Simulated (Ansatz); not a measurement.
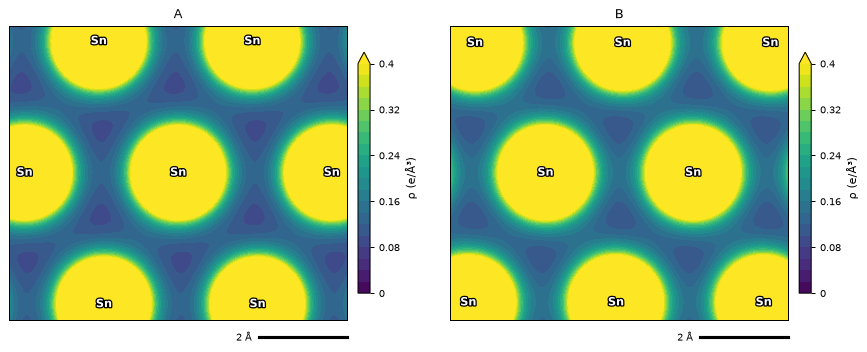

Sn. The valence charge density (pseudo) of two cells that differ in size and shape, on the (010) plane of each (indices in the axes of the calculation cell), at one length scale and on one colour scale: A has 28.5 Å³ an atom and B 26.4.

Space group Immm; a structure from a database of computed crystals, not necessarily the ambient phase.

These are results of Ansatz 0.2.0, DFT PBEsol+D3(BJ), scalar-relativistic, plane waves, PAW, not measurements.

In a PAW calculation such maps are meaningful between the atoms, not at the nuclei.

Question: What does the compression do to the bonding and the properties?

Answer: From the larger cell to the smaller, Sn–Sn goes from 3.41 to 3.33 Å, and the density at its midpoint from 0.13 to 0.15 e/Å³; the pressure goes from −6 to −2.3 GPa.
